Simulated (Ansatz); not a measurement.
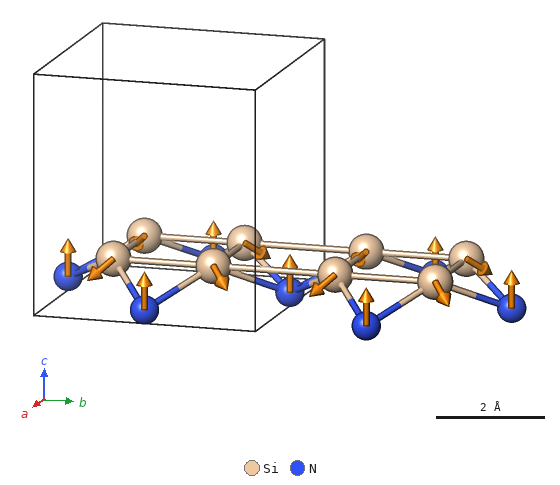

A relaxation of solid Si$_{2}$N (a generated structure, set up in P4mm) (coarse preliminary run). The starting structure is drawn; orange arrows show the displacements (the part carried along by the change of the cell is left out), 3 times their true length.

A ball-and-stick model of the cell of the calculation, repeated 1 × 2 × 1 with one cell outlined, seen slightly off an axis.

These are results of DFT PBE, scalar-relativistic, plane waves, PAW (Ansatz), not measurements.

Input
```yaml
crystal:
  lattice:
    - [4.32549875, 0.0, 0.0]
    - [0.0, 4.32549875, 0.0]
    - [0.0, 0.0, 4.61969046]
  atoms:
    - { symbol: Si, position: [0.72522579, 0.72522579, 0.19545592] }
    - { symbol: Si, position: [0.27477421, 0.27477421, 0.19545592] }
    - { symbol: Si, position: [0.27477421, 0.72522579, 0.19545592] }
    - { symbol: Si, position: [0.72522579, 0.27477421, 0.19545592] }
    - { symbol: "N", position: [0.5, 0.0, 0.05659128] }
    - { symbol: "N", position: [0.0, 0.5, 0.05659128] }
basis:
  ecutwfc: 420
kpoints:
  mp_grid: { grid: [4, 4, 4] }
hamiltonian:
  xc: pbe
scf:
  occupations: { method: gaussian, width: 0.1 }
  lower_state_search: "off"
output:
  forces: true
  stress: true
  eigenvalues: true
relax:
  adjacent_minimum: "off"
  f_tol: 0.04
  max_steps: 70
  cell: { stress_tol: 0.4 }
```

Command:
```bash
ansatz run input.yaml --threads 1 --pin off --max-ram 2048MiB --backend cpu --events-out ev --progress --plain --runs-dir out
```

Question: What did the optimiser do to the structure, and how much energy did it gain?

Answer: The largest moves relative to the cell, 0.25 Å, are those of N5 and N6. N5 goes along +c. Largest moves by element: N 0.25 Å, Si 0.22 Å. The drawn cell changes as follows: a = b 4.325 → 5.325 Å (+23.1 %), c 4.620 → 2.661 Å (−42.4 %); the volume changes by −12.7 %. Near-neighbour distances that change, for instance: Si1–Si1 4.620 → 2.661 Å, Si1–Si2 2.755 → 3.765 Å, Si1–Si3 1.948 → 2.662 Å, Si1–Si2 (another image) 3.074 → 3.765 Å. Bond angles that change, for instance: N5–Si1–N6 133.4° → 180.0°, Si1–N6–Si2 134.7° → 180.0°, Si1–N6–Si4 71.6° → 90.0°. The space group (tolerance 0.01 Å) goes from P4mm (No. 99) to P4/mmm (No. 123). After 18 accepted moves (22 points after the start) the energy has fallen by 1878 meV per atom. The largest force component goes from 9.2 to 0.00016 eV/Å. The pressure goes from 73.22 to −0.01 GPa. The line search rejected the trial step at point 16 of the run. The SCF was repeated 3 times at an unchanged geometry on a basis and grid sized afresh for the cell, which shifted the energy by 38.5 meV per atom at most.
